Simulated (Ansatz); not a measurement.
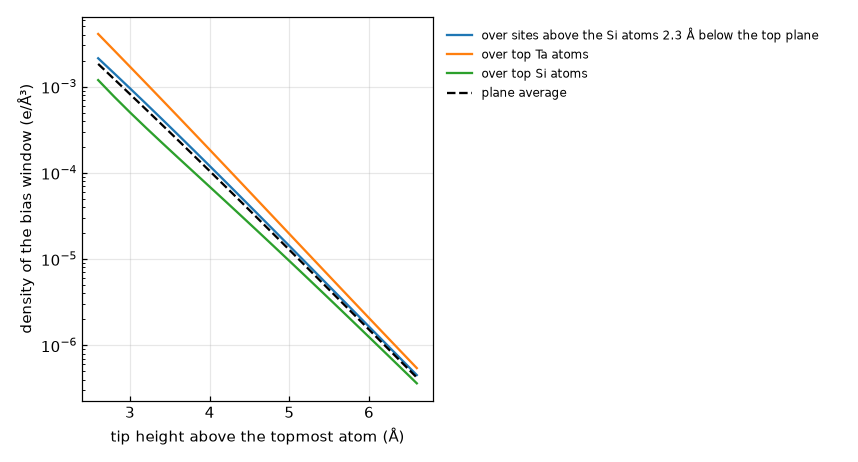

Approach curves over TaSi2(001) (P6_222 bulk, 5 atomic planes (those closer than 0.6 Å count as one), 9 Å, TaSi2-terminated) at a sample bias of +1.00 V.

Images follow the Tersoff–Hamann model: the current is the local density of the sample's states between the Fermi level and the bias, at the tip's centre. Bias windows are sharp sums over the levels of the k mesh.

Method: DFT PBE, scalar-relativistic, plane waves, PAW in Ansatz. Cutoff 420 eV, 15 × 15 k-points, Gaussian smearing 0.1 eV, dipole correction. The slab is a cut without reconstruction beyond its cell, at the source's lattice constants, with its lower half held fixed and the rest relaxed. No spin polarisation; a magnetic state wasn't tried and may lie lower. Spin–orbit coupling is left out; with Ta it can shift levels and gaps. The run couldn't confirm all of its levels under its output density. The run warns that the functional's potential is rough in the thin density of the vacuum, where the tip is; weak contrasts and barriers may feel it.

How fast does the current decay, and what apparent barrier height does that imply?

Near 4 Å the plane average falls as exp(−2.08 z/Å), a factor of 8 per ångström, which gives an apparent barrier of 4.1 eV (0.952 eV Å² times the slope squared). The vacuum level lies 4.20 eV above zero bias. The upper edge of the window lies 3.20 eV under it. The apparent barrier is above 3.20 eV. At 4 Å the 0.50 eV of states nearest the upper edge carry 72 % of the density.
